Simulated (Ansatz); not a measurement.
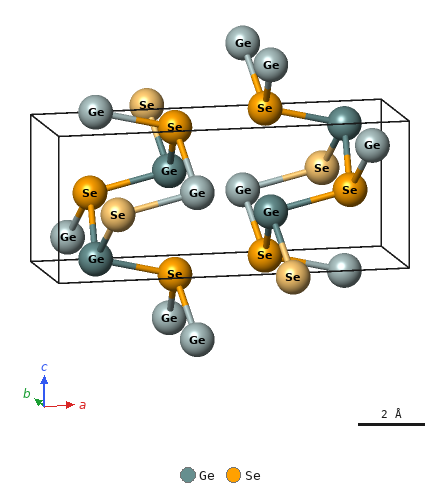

**Figure 1.** The structure (ball-and-stick view of the cell of the calculation, seen slightly off an axis; neighbours outside the cell are drawn fainter). An atom can appear more than once, as a periodic image.

**Run report: GeSe, band-structure calculation**

The run: band-structure calculation of GeSe (8 atoms in the cell). Method and program: DFT, PBE, plane waves, PAW, no spin polarisation (Ansatz 0.2.0).

The structure derives from a Materials Project entry. The geometry comes from this level: r2SCAN (a point of a series of strains). It belongs to a series of runs on one base structure; here: hydrostatic strain -2.0%. Figures and captions count atoms from 1; the log counts them from 0 in places.

The program's output:
```
scf.n_extra_bands = 6 over 60 filled bands (N_el = 120.0): the run solves 66 bands
Engine: ansatz 0.2.0, x86_64-unknown-linux-gnu
Pseudopotentials: kind: paw
Pseudopotential: Ge, paw, valence charge 14, recommended cutoff 420 eV (normal), Ge.paw.azcp
Pseudopotential: Se, paw, valence charge 16, recommended cutoff 420 eV (normal), Se.paw.azcp
Functional definition: PBE
  parameter kappa = 0.804
  parameter beta = 0.06672455060314922
  exchange = pbe_x(kappa = kappa, mu = beta*pi^2/3)
  correlation = pbe_c(beta = beta)
Crystal: 8 atoms, lattice volume = 187.305 Å³
Basis set: ecut = 420 eV, 3663 PW (Γ), exchange–correlation on 150×50×64 points (8 copies of the dense FFT grid, shifted against one another)
Bands: 66, of which v1, the nominal top of the filled ones, is band 60 counted from 1 (59 counted from 0)
Symmetry: 8 space group operations
Space group: Pnma (ITA 62), of the structure as read, at distance tolerance 5.7e-5 Å
k-points: 32 of 72
Non-local potential: Ge, projectors of the file, l = 0: 2, l = 1: 2, l = 2: 3, l = 3: 1
Non-local potential: Se, projectors of the file, l = 0: 2, l = 1: 2, l = 2: 3, l = 3: 1
PAW form: soft (Blöchl's): semilocal exchange-correlation on the pseudo side does not see the compensation charge
PAW one-centre angular grid: Ge, 590 points (default); XC on 64 Gauss nodes
PAW one-centre angular grid: Se, 590 points (default); XC on 64 Gauss nodes
Initial density: superposition of atomic densities (neutral atoms: chi_scale 0, normalization atom), corrected by the library's trained network
Initial wavefunctions: pseudopotential atomic-orbital guess
Functional: x = pbe(κ = 0.804, μ = 0.2195149727645171), c = pbe(β = 0.06672455060314922)
SCF iter   1: F=—  HF=-39057.922108 eV  |F-HF|=—  |Δ(HF+E_count)|=         —  Δρ=1.44e-3  dr2=4.90e-3  ethr=1.77e-3  ⟨swp⟩=6.0  Hψ=7598  notcnv=0
preconditioner: auto → Resta (q_TF=auto, 2.533 Å⁻¹)  ε∞=5.3  [insulator: Δε(μ)=0.623 eV  Ē_g=8.288 eV  σ=0.020 eV  W_gap=1.00  n_scr=56 (ndim 8)  ℏωp=17.2 eV  f_vac=0.003  D(μ)=0.00/eV (n_scr^D=0)  ε∞_Penn≈5.3]
SCF iter   2: F=—  HF=-39057.920347 eV  |F-HF|=—  |Δ(HF+E_count)|=   1.76e-3  Δρ=8.09e-4  dr2=1.38e-3  ethr=4.09e-6  ⟨swp⟩=2.1  Hψ=4585  notcnv=0  defer=46
SCF iter   3: F=—  HF=-39057.920824 eV  |F-HF|=—  |Δ(HF+E_count)|=   4.78e-4  Δρ=2.20e-4  dr2=9.89e-5  ethr=1.15e-6  ⟨swp⟩=2.0  Hψ=4113  notcnv=0  defer=46
SCF iter   4: F=—  HF=-39057.920775 eV  |F-HF|=—  |Δ(HF+E_count)|=   4.90e-5  Δρ=1.05e-4  dr2=2.39e-5  ethr=8.24e-8  ⟨swp⟩=2.0  Hψ=3977  notcnv=0  defer=46
SCF iter   5: F=—  HF=-39057.920803 eV  |F-HF|=—  |Δ(HF+E_count)|=   2.73e-5  Δρ=2.77e-5  dr2=1.84e-6  ethr=1.99e-8  ⟨swp⟩=2.0  Hψ=3977  notcnv=0  defer=46
SCF iter   6: F=—  HF=-39057.920804 eV  |F-HF|=—  |Δ(HF+E_count)|=   1.28e-6  Δρ=9.61e-6  dr2=1.53e-7  ethr=1.53e-9  ⟨swp⟩=2.0  Hψ=3977  notcnv=0  defer=46
SCF iter   7: F=—  HF=-39057.920804 eV  |F-HF|=—  |Δ(HF+E_count)|=   1.36e-7  Δρ=5.03e-6  dr2=4.09e-8  ethr=8.33e-11  ⟨swp⟩=10.0  Hψ=14111  notcnv=0
SCF iter   8: F=-39057.920804 eV  HF=-39057.920804 eV  |F-HF|=1.59e-9  |Δ(HF+E_count)|=   4.34e-8  Δρ=1.03e-6  dr2=1.46e-9  ethr=3.41e-11  ⟨swp⟩=7.0  Hψ=12610  notcnv=0
SCF 1 converged in 8 iterations: F = -39057.920804 eV  dr2 = 1.46e-9
  greatest PAW one-centre occupation: 1.000 electrons in one spin orbital (limit 2), on the Se atom at site 7 (counted from 0), in its partial waves of l = 2
```

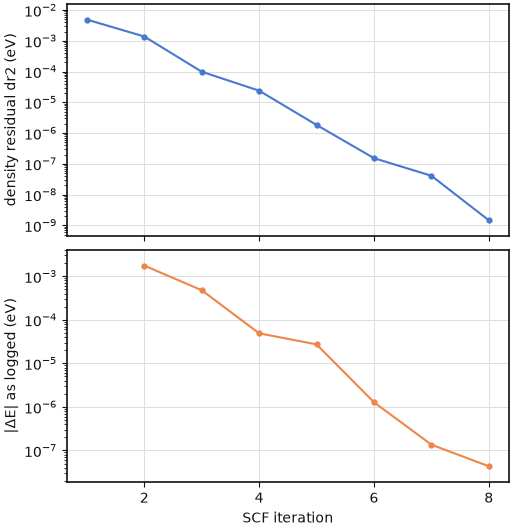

**Figure 2.** Convergence of the self-consistent field: density residual dr2 and size of the energy change against the SCF iteration. The residual falls at every step.

```
NSCF: frozen V_eff on 8 k-points
SCF converged after 8 iterations
Free energy (F): -39057.920804 eV
Harris-Foulkes:  -39057.920804 eV  (|F-HF|=1.59e-9)
Internal energy: -39057.920804 eV  (E = F + TS)
E sigma→0 (E₀):  -39057.920804 eV
Fermi energy:    8.811988 eV
--- Per-component energies (eV) ---
  E_band       = -2108.895928
  E_kinetic    = 914.155934
  E_local      = -19130.593622  (includes V_loc(G=0)·N_el)
  E_nonlocal   = -724.627031
  E_hartree    = 8912.003016
  E_xc         = -719.071132
  E_vxc        = -650.160267  (∫ρ·V_xc dr)
  E_paw        = -15706.115140  (= ΣΔE_a)
  E_vpaw       = -341.677215  (= ΣTr[D̂ρ^β])
  E_aug_tail   = -0.001213  (compensation charges beyond the density's cutoff)
  E_ewald      = -12603.671616
  E_smearing   = -0.000000  (= −TS)
  E_closure    = 0.000000  (closes the sum)
  Σ components = -39057.920804   (vs F -39057.920804, Δ=0.00e0)
--- Forces (eV/Å), atoms counted from 1 ---
  atom   1  Ge    -0.22031075    -0.00000000    -0.21999932
  atom   2  Ge     0.22031075     0.00000000     0.21999932
  atom   3  Ge     0.22031075    -0.00000000    -0.21999932
  atom   4  Ge    -0.22031075     0.00000000     0.21999932
  atom   5  Se     0.13310621    -0.00000000    -0.22614156
  atom   6  Se    -0.13310621     0.00000000     0.22614156
  atom   7  Se    -0.13310621    -0.00000000    -0.22614156
  atom   8  Se     0.13310621     0.00000000     0.22614156
  max |Σ_I F_I| component: 1.11e-16 eV/Å
--- Stress (GPa, compression-positive) ---
        2.487066       0.000000      -0.000000
        0.000000       4.511368      -0.000000
       -0.000000      -0.000000       2.815158
  P = ⅓ Tr σ = 3.2712 GPa (32.712 kbar)
--- Band table (eV; the first three rows and the last of 32) ---
  k-point 0: bands = ["-39.2527", "-39.2527", "-39.2525", "-39.2524", "-39.2511", "-39.2510", "-39.2507", "-39.2507", "-39.2123", "-39.2121", "-39.2120", "-39.2118", "-39.2041", "-39.2040", "-39.2039", "-39.2038", "-39.1933", "-39.1932", "-39.1928", "-39.1927", "-16.1455", "-16.1429", "-16.1396", "-16.1377", "-16.1372", "-16.1363", "-16.1356", "-16.1349", "-16.1067", "-16.1054", "-16.1010", "-16.0998", "-16.0996", "-16.0973", "-16.0893", "-16.0869", "-16.0813", "-16.0812", "-16.0780", "-16.0778", "-6.2105", "-5.8970", "-4.8367", "-4.3413", "0.2088", "0.7216", "2.4786", "2.9619", "3.0273", "4.3608", "4.5524", "4.7890", "5.3407", "5.6989", "6.3418", "6.5893", "7.1155", "7.3546", "7.4432", "8.4949", "9.1291", "10.7733", "11.1083", "11.2017", "11.4176", "11.4215"]
  k-point 1: bands = ["-39.2527", "-39.2526", "-39.2525", "-39.2525", "-39.2511", "-39.2510", "-39.2507", "-39.2507", "-39.2123", "-39.2121", "-39.2120", "-39.2118", "-39.2041", "-39.2040", "-39.2039", "-39.2038", "-39.1932", "-39.1932", "-39.1928", "-39.1927", "-16.1450", "-16.1426", "-16.1399", "-16.1381", "-16.1373", "-16.1363", "-16.1359", "-16.1350", "-16.1061", "-16.1047", "-16.1011", "-16.0998", "-16.0995", "-16.0975", "-16.0892", "-16.0870", "-16.0812", "-16.0809", "-16.0783", "-16.0781", "-6.0937", "-5.7864", "-4.8613", "-4.4162", "-0.1246", "0.6193", "1.6858", "2.3778", "3.2722", "4.7644", "5.2793", "5.3550", "5.4748", "5.8200", "6.6132", "6.8431", "6.9611", "7.0816", "7.7693", "8.2959", "9.2802", "10.5592", "11.0774", "11.0822", "11.2050", "11.6263"]
  k-point 2: bands = ["-39.2527", "-39.2526", "-39.2526", "-39.2525", "-39.2510", "-39.2509", "-39.2508", "-39.2507", "-39.2122", "-39.2120", "-39.2120", "-39.2118", "-39.2041", "-39.2040", "-39.2039", "-39.2038", "-39.1932", "-39.1931", "-39.1929", "-39.1928", "-16.1438", "-16.1416", "-16.1409", "-16.1390", "-16.1374", "-16.1366", "-16.1362", "-16.1354", "-16.1045", "-16.1029", "-16.1016", "-16.1001", "-16.0991", "-16.0979", "-16.0888", "-16.0875", "-16.0809", "-16.0803", "-16.0792", "-16.0787", "-5.7722", "-5.4808", "-5.0056", "-4.6654", "-0.4565", "0.5057", "0.5422", "1.4967", "3.7433", "5.2638", "5.8408", "6.1454", "6.1677", "6.2620", "6.5838", "6.6909", "6.9089", "7.8536", "7.9082", "8.3493", "9.7121", "9.8776", "10.1670", "10.7993", "11.0882", "11.3771"]
  k-point 31: bands = ["-39.2528", "-39.2528", "-39.2528", "-39.2528", "-39.2503", "-39.2503", "-39.2503", "-39.2503", "-39.2120", "-39.2120", "-39.2120", "-39.2120", "-39.2041", "-39.2041", "-39.2041", "-39.2041", "-39.1927", "-39.1927", "-39.1927", "-39.1927", "-16.1446", "-16.1446", "-16.1446", "-16.1446", "-16.1309", "-16.1309", "-16.1309", "-16.1309", "-16.1042", "-16.1042", "-16.1042", "-16.1042", "-16.0962", "-16.0962", "-16.0962", "-16.0962", "-16.0755", "-16.0755", "-16.0755", "-16.0755", "-4.4424", "-4.4424", "-4.4424", "-4.4424", "0.3153", "0.3153", "0.3153", "0.3153", "3.7182", "3.7182", "3.7182", "3.7182", "4.3552", "4.3552", "4.3552", "4.3552", "6.9476", "6.9476", "6.9476", "6.9476", "10.9299", "10.9299", "10.9299", "10.9299", "12.9998", "12.9998"]
```

File v_z.tsv:
```
# z_ang	v_es[eV]	v_tot[eV]
# format = ansatz-planar-average/11
# xc	pbe
# density_cutoff_ev	1680
# datasets	Ge=:simpson_from_first_knot:soft	Se=:simpson_from_first_knot:soft
# lattice	11.014614668	0.000000000	0.000000000
# lattice	0.000000000	3.718116913	0.000000000
# lattice	0.000000000	0.000000000	4.573580059
# sites	8
# site	32	1.376616660	0.929529228	0.526777360
# site	32	9.637998007	2.788587685	4.046802699
# site	32	4.130690674	2.788587685	2.813567389
# site	32	6.883923994	0.929529228	1.760012669
# site	34	9.375960296	0.929529228	2.340301086
# site	34	1.638654372	2.788587685	2.233278973
# site	34	7.145961706	2.788587685	0.053511056
# site	34	3.868652962	0.929529228	4.520069002
0.000000	4.332471e0	-6.102797e0
0.142924	4.404876e0	-5.970123e0
0.285849	4.607336e0	-5.585124e0
0.428773	4.903027e0	-5.002111e0
0.571698	5.343378e0	-4.241795e0
0.714622	6.039401e0	-3.246694e0
0.857546	6.853400e0	-2.167690e0
1.000471	7.415250e0	-1.397107e0
1.143395	7.583020e0	-1.141444e0
1.286319	7.415250e0	-1.397107e0
1.429244	6.853400e0	-2.167690e0
1.572168	6.039401e0	-3.246694e0
1.715093	5.343378e0	-4.241795e0
1.858017	4.903027e0	-5.002111e0
2.000941	4.607336e0	-5.585124e0
2.143866	4.404876e0	-5.970123e0
2.286790	4.332471e0	-6.102797e0
2.429714	4.404876e0	-5.970123e0
2.572639	4.607336e0	-5.585124e0
2.715563	4.903027e0	-5.002111e0
2.858488	5.343378e0	-4.241795e0
3.001412	6.039401e0	-3.246694e0
3.144336	6.853400e0	-2.167690e0
3.287261	7.415250e0	-1.397107e0
3.430185	7.583020e0	-1.141444e0
3.573109	7.415250e0	-1.397107e0
3.716034	6.853400e0	-2.167690e0
3.858958	6.039401e0	-3.246694e0
4.001883	5.343378e0	-4.241795e0
4.144807	4.903027e0	-5.002111e0
4.287731	4.607336e0	-5.585124e0
4.430656	4.404876e0	-5.970123e0
```

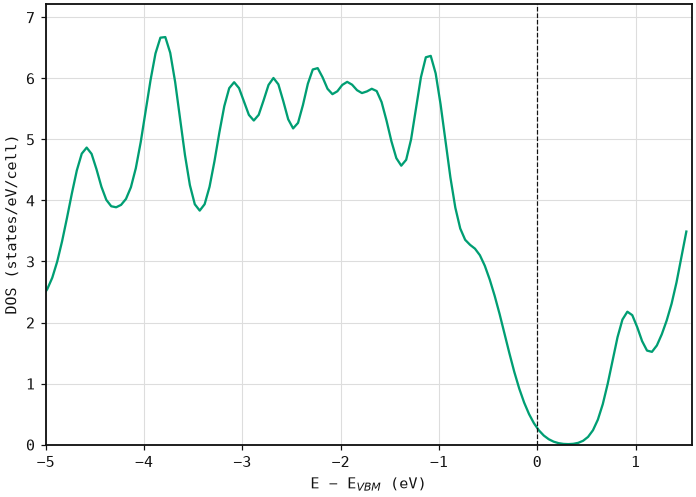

**Figure 3.** Density of states (the curve is built from the levels of the k mesh with Gaussians 0.3 eV wide, which also blur the band edges), with energies from the valence-band top. There is a gap of 0.63 eV on the k-point mesh. The curves stop near 1.2 eV above the Fermi level, where the computed bands end. Small ripples come from the finite k-point mesh.

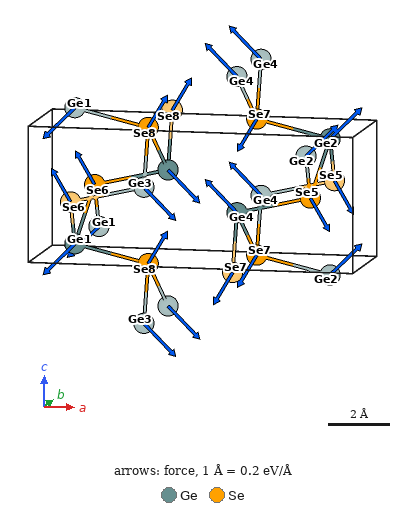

**Figure 4.** Forces on the atoms as blue arrows (ball-and-stick view of the cell of the calculation, seen slightly off an axis; neighbours outside the cell are drawn fainter; atoms are numbered from 1 in the order of the input). The largest act on all 4 Ge atoms (0.31 eV/Å); all 4 Se atoms (0.26 eV/Å). The geometry is not a stationary point of this energy.

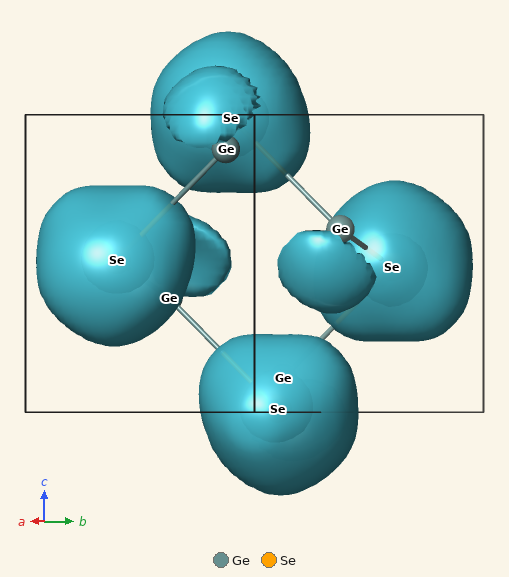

**Figure 5.** Isosurface of the electron localisation function at 0.65 (cyan), seen along [110]. Core shells and regions of very low density are left out. Sticks mark near contacts. The outline is the cell set on symmetry axes. Along the contacts the grid gives the following. Ge–Se (2.54 Å): the ELF is about 0.70 at the midpoint. Core electrons are frozen (PAW), so the fields are smoothed inside the atomic spheres.

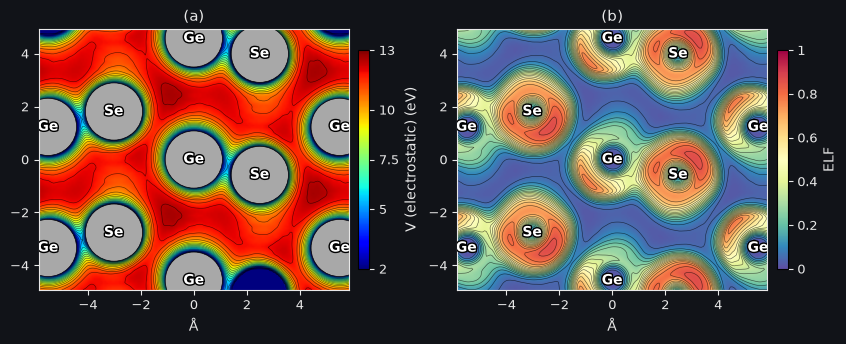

**Figure 6.** (a) electrostatic potential energy of an electron; (b) ELF on the (010) plane of the conventional cell. Grey discs, where drawn, cover atomic cores. The section cuts through Ge and Se sites. Ge–Se (2.56 Å): the ELF is about 0.70 at the midpoint. Outside the cores the potential energy rises away from the atoms and is highest about 2.2 Å from the nearest atoms; outside the discs it spans about 10 eV, and its zero is arbitrary.

This output came from the following input.

Input file:
```yaml
crystal:
  lattice:
    - [11.0146146676, 0.0, 0.0]
    - [0.0, 3.7181169129, 0.0]
    - [0.0, 0.0, 4.5735800585]
  atoms:
    - { symbol: Ge, position: [0.1249809187, 0.25, 0.1151783402] }
    - { symbol: Ge, position: [0.8750190813, 0.75, 0.8848216598] }
    - { symbol: Ge, position: [0.3750190813, 0.75, 0.6151783402] }
    - { symbol: Ge, position: [0.6249809187, 0.25, 0.3848216598] }
    - { symbol: Se, position: [0.8512290787, 0.25, 0.5117000371] }
    - { symbol: Se, position: [0.1487709213, 0.75, 0.4882999629] }
    - { symbol: Se, position: [0.6487709213, 0.75, 0.0117000371] }
    - { symbol: Se, position: [0.3512290787, 0.25, 0.9882999629] }
kpoints:
  mp_grid: { grid: [2, 6, 6] }
  band_path:
    path:
      - [0.0, 0.0, 0.0]
      - [0.5, 0.0, 0.0]
      - [0.5, 0.5, 0.0]
      - [0.0, 0.5, 0.0]
      - [0.0, 0.0, 0.5]
      - [0.5, 0.0, 0.5]
      - [0.5, 0.5, 0.5]
      - [0.0, 0.5, 0.5]
    npoints: 1
hamiltonian:
  xc: pbe
scf:
  occupations: { method: fermi_dirac, width: 0.02 }
  n_extra_bands: 6
output:
  forces: true
  stress: true
  eigenvalues: true
  write_density: true
  write_potential: true
  elf: true
  volumetric_format: npy
```

Launched with:
```bash
ansatz run input.yaml --threads 2 --pin off --max-ram 18432MiB --backend cpu --events-out ev --progress --plain --runs-dir out
```

Key numbers:

- outcome: converged
- space group (tolerance 0.01 Å): Pnma (62)
- electrons treated: 120
- free energy: −39057.9208 eV
- Fermi energy: 8.812 eV
- band gap: 0.63 eV
- pressure: 3.27 GPa
- largest force (length of the vector): 0.311 eV/Å
- hardware: 2 threads of AMD EPYC (Zen 3), 264 GiB of memory available, shared host
- wall time: 13 s (CPU time 26 s)
- peak memory: 0.8 GiB
